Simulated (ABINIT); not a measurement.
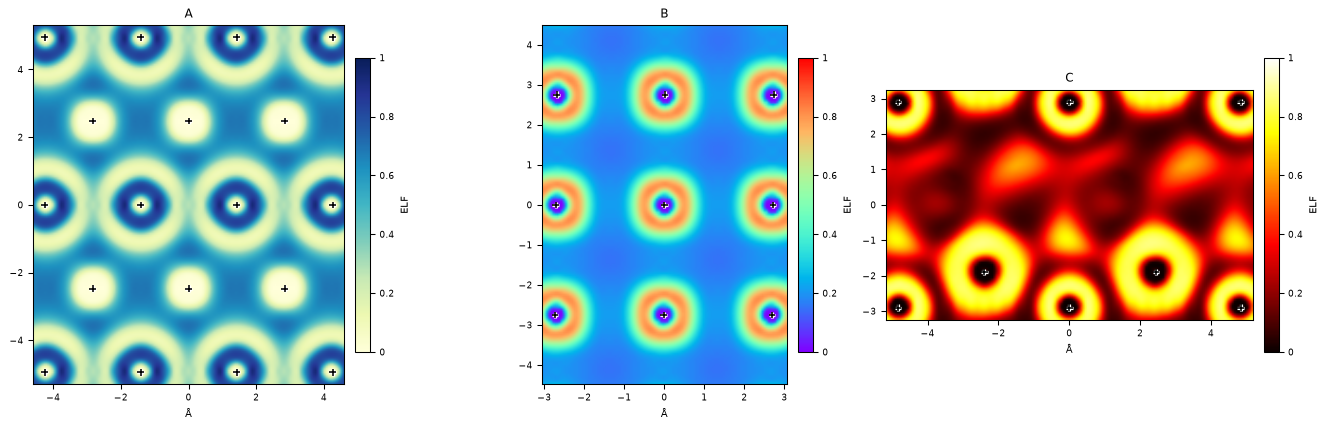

The ELF of 3 systems, each on a plane through atoms (crosses mark nuclei in the plane).

These are results of ABINIT, Kohn-Sham DFT of a periodic cell, PBEsol, PseudoDojo NC SR PBEsol v0.4.1 standard, not measurements.

System 1: Zr$_{3}$S$_{2}$, the (101) plane of the conventional cell. Space group P1; a structure from a database of computed crystals, not necessarily the ambient phase; not relaxed (largest force 0.9 eV/Å); computed pressure about −6 GPa in this cell.

```
Zr S
1.0
     0.00000    3.35156   -3.48777
     2.90254   -1.67578   -3.48777
    -2.90254   -1.67578   -3.48777
Zr S
3 2
Direct
  0.85314 0.50424 0.15484
  0.15230 0.83810 0.50374
  0.50253 0.14321 0.85977
  0.33875 0.33567 0.34315
  0.66216 0.65426 0.66733
```

System 2: Pd, the (010) plane of the conventional cell. Space group P-1; computed pressure about −3 GPa in this cell.

System 3: TiAl, the (011̄) plane of the conventional cell. Space group P4/mmm; computed pressure about −4 GPa in this cell.

```
Ti Al
1.0
     2.83730    0.00000    0.00000
     0.00000    2.83730    0.00000
     0.00000    0.00000    4.05910
Ti Al
1 1
Direct
  0.00000 0.00000 0.00000
  0.50000 0.50000 0.50000
```

Question: Which map belongs to which system?

Answer: Panel A is system 3, TiAl: the plane holds Ti and Al. Ti–Ti (2.84 Å): the ELF is about 0.30 at the midpoint (no shared electron pair shows on this line). Panel B is system 2, Pd: the plane holds Pd. Pd–Pd (2.71 Å): the ELF is about 0.20 at the midpoint: no localised pair shows between them. Panel C is system 1, Zr$_{3}$S$_{2}$: the plane holds Zr and S. Zr–S (2.60 Å): the ELF peaks at about 0.85 in the valence shell of S, 0.8 Å from its nucleus, and is about 0.30 at the midpoint (no shared electron pair shows on this line).
